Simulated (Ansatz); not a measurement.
This input was run:

```
crystal:
  lattice:
    - [6.3671172898, 0.0, 0.0]
    - [0.0, 6.3671172898, 0.0]
    - [0.0, 0.0, 22.3671172898]
  atoms:
    - { symbol: W, position: [0.25, 0.75, 0.3576679058] }
    - { symbol: W, position: [0.25, 0.25, 0.3576679058] }
    - { symbol: W, position: [0.75, 0.75, 0.3576679058] }
    - { symbol: W, position: [0.75, 0.25, 0.3576679058] }
    - { symbol: W, position: [0.5, 0.5, 0.4288339529] }
    - { symbol: W, position: [0.5, 0.0, 0.4288339529] }
    - { symbol: W, position: [0.0, 0.5, 0.4288339529] }
    - { symbol: W, position: [0.0, 0.0, 0.4288339529] }
    - { symbol: W, position: [0.75, 0.25, 0.5] }
    - { symbol: W, position: [0.75, 0.75, 0.5] }
    - { symbol: W, position: [0.25, 0.25, 0.5] }
    - { symbol: W, position: [0.25, 0.75, 0.5] }
    - { symbol: W, position: [0.0, 0.0, 0.5711660471] }
    - { symbol: W, position: [0.0, 0.5, 0.5711660471] }
    - { symbol: W, position: [0.5, 0.0, 0.5711660471] }
    - { symbol: W, position: [0.5, 0.5, 0.5711660471] }
    - { symbol: W, position: [0.25, 0.75, 0.6423320942] }
    - { symbol: W, position: [0.25, 0.25, 0.6423320942] }
    - { symbol: W, position: [0.75, 0.75, 0.6423320942] }
    - { symbol: W, position: [0.75, 0.25, 0.6423320942] }
basis:
  ecutwfc: 420
kpoints:
  mp_grid: { grid: [3, 3, 1] }
hamiltonian:
  xc: pbe
scf:
  occupations: { method: gaussian, width: 0.1 }
output:
  forces: true
  eigenvalues: true
  write_density: true
  write_potential: true
  elf: true
  volumetric_format: npy
relax:
  adjacent_minimum: "off"
  f_tol: 0.03
  max_steps: 70
  constraints: [{ sites: [0, 1, 2, 3, 4, 5, 6, 7] }]
efield:
  axis: 3
  dipole_correction: true
  ramp_width: 0.04
```

Command:
```bash
ansatz run input.yaml --threads 4 --pin off --max-ram 10240MiB --backend cpu --events-out ev --progress --plain --runs-dir out
```

What does the potential across the slab give for the work function?

The work function is 4.07 eV at the right face and 4.22 eV at the left. The vacuum levels differ by 0.15 eV, so the slab carries a dipole along its normal. Some atoms were held fixed in the relaxation, which can itself make the faces differ. The outermost atoms are 6.2 Å apart, which leaves 16.2 Å of vacuum in a cell 22.4 Å high.

Spin-orbit coupling is left out, which matters for W.

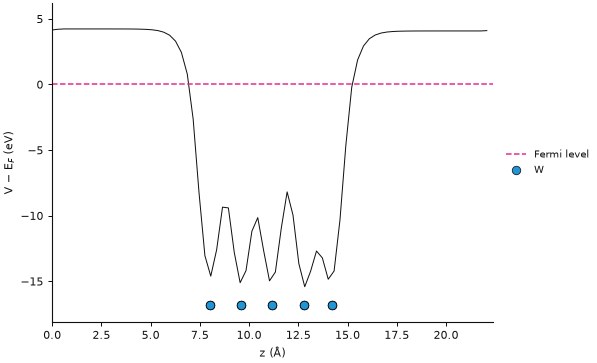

Plane-averaged electrostatic potential energy of an electron across the slab; circles at the bottom mark the heights of the atoms (positions after relaxation).
